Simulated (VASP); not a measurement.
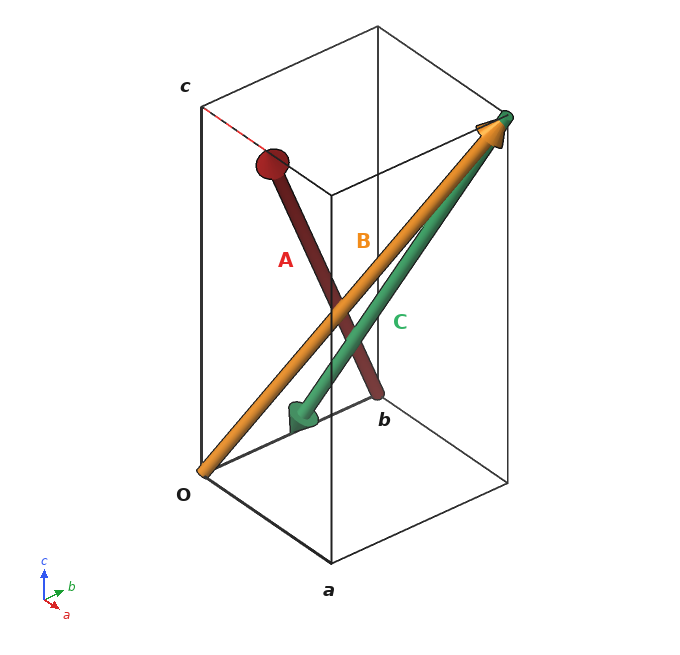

Crystal: AlN, a cell listed in the Materials Project, as set up for an electronic-structure calculation. Each arrow starts at a corner of the unit cell and ends on its surface; where a tip isn't a corner, dashed lines run from it parallel to the axes. Geometry calculated from the standardised cell; symmetry tolerance 0.002 Å.

a = 3.312 Å, b = 3.312 Å, c = 4.188 Å, α = 90.00°, β = 90.00°, γ = 120.00°.

### Index the directions.

Arrow A runs from (0, 1, 0) to (1/2, 0, 1), so [1 −2 2], in four indices [4 −5 1 6]; Arrow B runs from (0, 0, 0) to (1, 1, 1), so [1 1 1], in four indices [1 1 −2 3]; Arrow C runs from (1, 1, 1) to (0, 1/2, 0), so [−2 −1 −2], in four indices [−1 0 1 −2].

### How long is the vector ua + vb + wc in each case, and what angles do the directions make?

A 12.122 Å; B 5.339 Å; C 10.152 Å. A–B: 62.8°. A–C: 134.7°. B–C: 161.9°.
